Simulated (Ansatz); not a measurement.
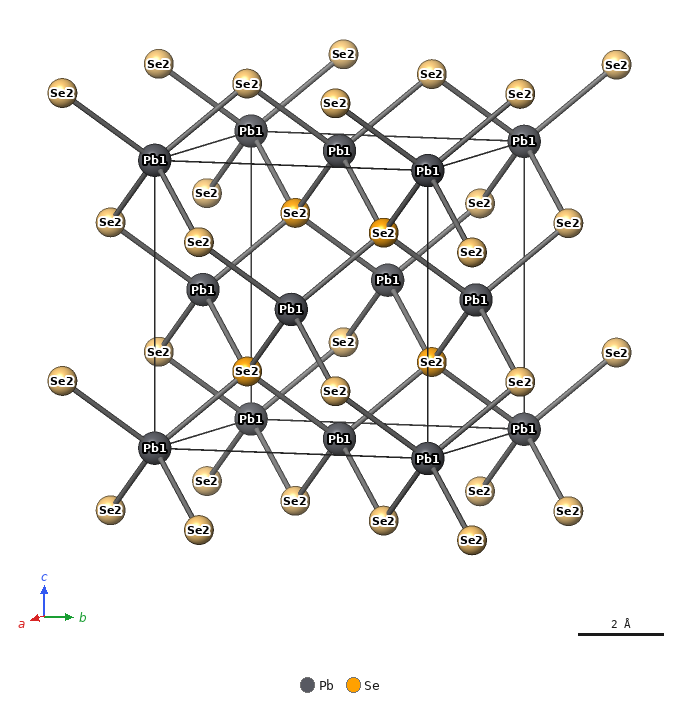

Figure 1. The structure (ball-and-stick view of the cell 4 times as large as that of the calculation, set on its symmetry axes, seen slightly off an axis; neighbours outside the cell are drawn fainter; atoms are numbered from 1 in the order of the input). Near neighbours in the crystal (not all of them lie inside the picture): Pb has 4 Se at 2.96 Å; Se has 4 Pb at 2.96 Å.

## Single-point calculation, with input and output: PbSe

PbSe (F-43m, 2 atoms in the cell), computed with DFT, r2SCAN, plane waves, PAW, no spin polarisation (Ansatz 0.2.0).

The structure was built on a prototype by a generator. Some settings of this run were made unusual or wrong on purpose. The geometry comes from this level: r2SCAN. Figures and captions count atoms from 1; the log counts them from 0 in places.

## The input
```yaml
crystal:
  lattice:
    - [0.0, 3.423204131, 3.423204131]
    - [3.423204131, 0.0, 3.423204131]
    - [3.423204131, 3.423204131, 0.0]
  atoms:
    - { symbol: Pb, position: [0.0, 0.0, 0.0] }
    - { symbol: Se, position: [0.25, 0.25, 0.25] }
kpoints:
  mp_grid: { grid: [4, 4, 4] }
hamiltonian:
  xc: r2scan
scf:
  occupations: { method: fixed }
  n_extra_bands: 4
  max_iter: 64
output:
  forces: true
  stress: true
  eigenvalues: true
basis:
  ecutwfc: 120
```

Run on 4 threads of an x86-64 CPU, shared host.

Launch command:
```bash
ansatz run input.yaml --threads 4 --pin off --max-ram 3686MiB --backend cpu --events-out ev --progress --plain --runs-dir out
```

## What the program printed
```
Warning: basis.ecutwfc = 120 eV is below the records' recommended 500 eV, and the density's cutoff is lower with it unless basis.ecutrho_ratio is high enough to keep the records' density cutoff: compare with a run at a higher cutoff
scf.n_extra_bands = 4 over 15 filled bands (N_el = 30.0): the run solves 19 bands
Engine: ansatz 0.2.0, x86_64-unknown-linux-gnu
Pseudopotentials: kind: paw
Pseudopotential: Pb, paw, valence charge 14, recommended cutoff 500 eV (meta_gga), Pb.paw.azcp
Pseudopotential: Se, paw, valence charge 16, recommended cutoff 500 eV (meta_gga), Se.paw.azcp
Functional definition: r2SCAN
  parameter k0 = 0.174
  parameter k1 = 0.065
  parameter a1 = 4.9479
  exchange = r2scan_x(k0 = k0, k1 = k1, a1 = a1)
  correlation = r2scan_c
Crystal: 2 atoms, lattice volume = 80.228 Å³
Basis set: ecut = 120 eV, 259 PW (Γ), exchange–correlation on 72×72×72 points (64 copies of the dense FFT grid, shifted against one another)
Bands: 19, of which v1, the nominal top of the filled ones, is band 15 counted from 1 (14 counted from 0)
Symmetry: 24 space group operations
Space group: F-43m (ITA 216), of the structure as read, at distance tolerance 4.3e-5 Å
k-points: 8 of 64 (time reversal used)
Non-local potential: Pb, projectors of the file, l = 0: 2, l = 1: 2, l = 2: 2, l = 3: 2
Non-local potential: Se, projectors of the file, l = 0: 2, l = 1: 2, l = 2: 3, l = 3: 1
PAW form: soft (Blöchl's): semilocal exchange-correlation on the pseudo side does not see the compensation charge
PAW frozen core: Pb, regenerated for the run's functional (the file was generated under x = pbe(κ = 0.804, μ = 0.2195149727645171), c = pbe(β = 0.06672455060314922))
PAW frozen core: Se, regenerated for the run's functional (the file was generated under x = pbe(κ = 0.804, μ = 0.2195149727645171), c = pbe(β = 0.06672455060314922))
PAW one-centre angular grid: Pb, 590 points (default); XC on 160 Gauss nodes
PAW one-centre angular grid: Se, 590 points (default); XC on 160 Gauss nodes
Initial density: superposition of atomic densities (neutral atoms: chi_scale 0, normalization atom), corrected by the library's trained network
Initial wavefunctions: pseudopotential atomic-orbital guess
Functional: x = r2scan, c = r2scan; τ floored in thin density (d = 2e-4 eV/Å³)
SCF iter   1: F=—  HF=-17291.195439 eV  |F-HF|=—  |Δ(HF+E_count)|=         —  Δρ=2.84e-1  dr2=4.75e1  dr2_τ=1.45e0  ethr=1.77e-3  ⟨swp⟩=3.8  Hψ=626  notcnv=0  defer=7
preconditioner: auto → none  [insulator: Δε(μ)=2.006 eV  Ē_g=12.984 eV  n_scr=14 (ndim 8)  ℏωp=18.5 eV  f_vac=0.204  ε∞_Penn≈3.0]
SCF iter   2: F=—  HF=-17264.282965 eV  |F-HF|=—  |Δ(HF+E_count)|=    2.69e1  Δρ=1.04e-1  dr2=4.38e0  dr2_τ=1.61e-1  ethr=1.77e-3  ⟨swp⟩=3.2  Hψ=472  notcnv=0  defer=8
SCF iter   3: F=—  HF=-17261.833438 eV  |F-HF|=—  |Δ(HF+E_count)|=    2.45e0  Δρ=1.76e-2  dr2=1.07e-1  dr2_τ=9.11e-3  ethr=1.77e-3  ⟨swp⟩=2.6  Hψ=367  notcnv=0  defer=7
SCF iter   4: F=—  HF=-17261.839624 eV  |F-HF|=—  |Δ(HF+E_count)|=   6.19e-3  Δρ=2.29e-3  dr2=8.32e-3  dr2_τ=3.91e-4  ethr=3.57e-4  ⟨swp⟩=2.0  Hψ=268  notcnv=0  defer=11
SCF iter   5: F=—  HF=-17261.837557 eV  |F-HF|=—  |Δ(HF+E_count)|=   2.07e-3  Δρ=1.19e-3  dr2=1.56e-3  dr2_τ=8.92e-5  ethr=2.77e-5  ⟨swp⟩=2.0  Hψ=210  notcnv=0  defer=11
SCF iter   6: F=—  HF=-17261.837141 eV  |F-HF|=—  |Δ(HF+E_count)|=   4.16e-4  Δρ=3.01e-4  dr2=1.02e-4  dr2_τ=2.24e-6  ethr=5.20e-6  ⟨swp⟩=2.0  Hψ=190  notcnv=0  defer=7
SCF iter   7: F=—  HF=-17261.837120 eV  |F-HF|=—  |Δ(HF+E_count)|=   2.07e-5  Δρ=4.09e-5  dr2=1.87e-6  dr2_τ=4.20e-8  ethr=3.39e-7  ⟨swp⟩=2.0  Hψ=186  notcnv=0
SCF iter   8: F=—  HF=-17261.837128 eV  |F-HF|=—  |Δ(HF+E_count)|=   7.41e-6  Δρ=2.95e-6  dr2=8.81e-9  dr2_τ=1.37e-10  ethr=3.33e-10  ⟨swp⟩=3.1  Hψ=653  notcnv=0
SCF iter   9: F=-17261.837128 eV  HF=-17261.837128 eV  |F-HF|=4.73e-11  |Δ(HF+E_count)|=   1.65e-9  Δρ=2.77e-7  dr2=8.82e-11  dr2_τ=1.75e-12  ethr=2.94e-11  ⟨swp⟩=1.8  Hψ=375  notcnv=0
SCF 1 converged in 9 iterations: F = -17261.837128 eV  dr2 = 8.82e-11
  greatest PAW one-centre occupation: 1.247 electrons in one spin orbital (limit 2), on the Pb atom at site 0 (counted from 0), in its partial waves of l = 2
```

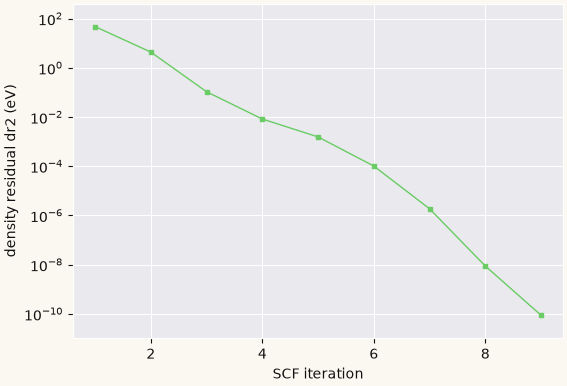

Figure 2. Convergence of the self-consistent field: density residual dr2 against the SCF iteration. The residual falls at every step.

```
SCF converged after 9 iterations
Free energy (F): -17261.837128 eV
Harris-Foulkes:  -17261.837128 eV  (|F-HF|=4.73e-11)
Internal energy: -17261.837128 eV  (E = F + TS)
E sigma→0 (E₀):  -17261.837128 eV
Fermi energy:    4.485917 eV
--- Per-component energies (eV) ---
  E_band       = -700.221930
  E_kinetic    = 553.941360
  E_local      = -4105.958474  (includes V_loc(G=0)·N_el)
  E_nonlocal   = -290.905970
  E_hartree    = 1817.072318
  E_xc         = -350.065274
  E_vxc        = -312.250167  (∫ρ·V_xc dr)
  E_paw        = -12327.888489  (= ΣΔE_a)
  E_vpaw       = -198.401689  (= ΣTr[D̂ρ^β])
  E_aug_tail   = -0.086853  (compensation charges beyond the density's cutoff)
  E_vtau       = 19.294800  (kinetic-family band-sum trace: ∫τ·v_τ [+ j·A + Jᵃ·Aᵃ] dr)
  E_ewald      = -2557.146477
  E_core_change = -0.799268  (= ΣΔE_core)
  E_smearing   = -0.000000  (= −TS)
  E_closure    = -0.000000  (closes the sum)
  Σ components = -17261.837128   (vs F -17261.837128, Δ=0.00e0)
--- Forces (eV/Å), atoms counted from 1 ---
  atom   1  Pb    -0.00000000     0.00000000    -0.00000000
  atom   2  Se     0.00000000    -0.00000000     0.00000000
  max |Σ_I F_I| component: 5.55e-17 eV/Å
--- Stress (GPa, compression-positive) ---
       -2.141264       0.000000       0.000000
       -0.000000      -2.141264       0.000000
        0.000000       0.000000      -2.141264
  P = ⅓ Tr σ = -2.1413 GPa (-21.413 kbar)
--- Band table (eV; the first three rows and the last of 8) ---
  k-point 0: bands = ["-54.5201", "-54.5201", "-54.5201", "-53.7638", "-53.7638", "-17.8778", "-17.8778", "-17.8778", "-16.1519", "-16.1519", "-9.6572", "-5.8450", "3.6732", "3.6732", "3.6732", "8.2780", "8.2780", "8.2780", "9.1728"]
  k-point 1: bands = ["-54.0607", "-54.0607", "-53.2899", "-53.0745", "-53.0745", "-16.8731", "-16.8731", "-15.3405", "-15.0841", "-15.0841", "-9.3009", "-6.3315", "3.3943", "3.4563", "3.4563", "8.0605", "8.8300", "8.8300", "11.5820"]
  k-point 2: bands = ["-53.9465", "-53.9165", "-53.9165", "-52.5854", "-52.5854", "-16.7899", "-16.4425", "-16.4425", "-14.3301", "-14.3301", "-8.8304", "-7.0001", "2.9891", "3.2054", "3.2054", "8.9431", "9.2819", "9.2819", "11.5774"]
  k-point 7: bands = ["-54.2543", "-54.2496", "-53.9859", "-53.6701", "-53.3755", "-17.3739", "-17.3163", "-16.7240", "-16.3189", "-15.8694", "-8.0482", "-7.9141", "2.4063", "2.4671", "4.4859", "8.1897", "8.2820", "10.6965", "11.4198"]
```

## Outcome

```json
{"quantity": "outcome", "value": "converged"}
{"quantity": "space group (tolerance 0.01 Å)", "value": "F-43m (216)"}
{"quantity": "electrons treated", "value": "30"}
{"quantity": "free energy", "value": "−17261.8371 eV"}
{"quantity": "Fermi energy", "value": "4.486 eV"}
{"quantity": "gap on the k-point mesh", "value": "2.21 eV"}
{"quantity": "pressure", "value": "−2.14 GPa"}
{"quantity": "largest force (length of the vector)", "value": "under 0.001 eV/Å"}
{"quantity": "wall time", "value": "1.3 s (CPU time 2.8 s)"}
{"quantity": "peak memory", "value": "0.34 GiB"}
```

## Diagnosis

Some settings of this run were drawn to be unusual or wrong. It converged; results that depend on the unusual settings are not reference values. The program warns: the cutoff is below the recommended one.
